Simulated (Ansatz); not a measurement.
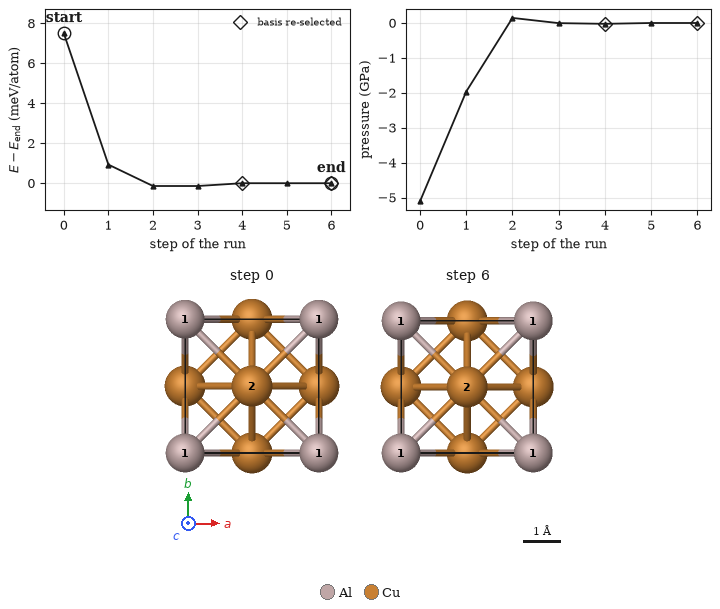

First and last geometry of a relaxation of a crystal of AlCu$_{3}$ (set up in Pm-3m), with the history of the run. The picture is a ball-and-stick view of the cell of the calculation, seen along the c axis.

Case: relaxed under r2SCAN.

Theory: DFT r2SCAN, scalar-relativistic, plane waves, PAW (Ansatz 0.2.0).

Input file:
```yaml
crystal:
  lattice:
    - [3.6874113031, 0.0, 0.0]
    - [0.0, 3.6874113031, 0.0]
    - [0.0, 0.0, 3.6874113031]
  atoms:
    - { symbol: Al, position: [0.0, 0.0, 0.0] }
    - { symbol: Cu, position: [0.5, 0.5, 0.0] }
    - { symbol: Cu, position: [0.5, 0.0, 0.5] }
    - { symbol: Cu, position: [0.0, 0.5, 0.5] }
basis:
  ecutwfc: 500
kpoints:
  mp_grid: { grid: [12, 12, 12] }
hamiltonian:
  xc: r2scan
scf:
  occupations: { method: fermi_dirac, width: 0.15 }
output:
  forces: true
  stress: true
  eigenvalues: true
relax:
  adjacent_minimum: "off"
  f_tol: 0.001
  max_steps: 60
  cell: { stress_tol: 0.01 }
```

Launched with:
```bash
ansatz run input.yaml --threads 1 --pin off --max-ram 3072MiB --backend cpu --events-out ev --progress --plain --runs-dir out
```

### Did the run converge, and what did it change?

It converged. The atoms keep their places relative to the cell (all moves are under 0.005 Å). The drawn cell changes as follows: a = b = c 3.687 → 3.642 Å (−1.2 %); the volume changes by −3.6 %. Some distances before and after: Cu2–Cu3 2.607 → 2.575 Å, Al1–Cu2 2.607 → 2.575 Å. The space group stays Pm-3m (No. 221). The energy falls by 7.5 meV per atom in 4 accepted moves (6 points after the start). All forces vanish by symmetry, so only the cell relaxes. Pressure: −5.11 GPa at the start and 0.00 GPa at the end. The SCF was repeated twice at an unchanged geometry on a basis and grid sized afresh for the cell, which shifted the energy by 0.1 meV per atom at most.
